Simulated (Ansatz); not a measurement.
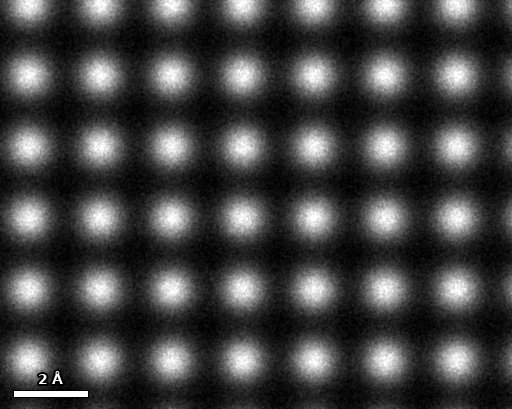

iDPC-like image of a crystal. Simulated as the projected potential of neutral atoms (B = 0.8 Å²) blurred by a 0.69 Å probe, the thin-sample limit of integrated differential phase contrast. Shot noise was added.

### Measure the repeat of the pattern.

The pattern repeats on a square net with a repeat of 1.9 Å.

### What is the plane group of the image?

p4mm: fourfold points with mirror lines through them along the axes and the diagonals.

### How many columns does the smallest repeating cell hold, and how many levels of brightness?

1 column in the primitive cell of 3.8 Å², all of one brightness.

The crystal is Ni (Im-3m, No. 229) seen along [001]. Structure: the input geometry of an electronic-structure calculation (not necessarily at equilibrium); the starting structure was generated, so it need not be a known form of this composition.
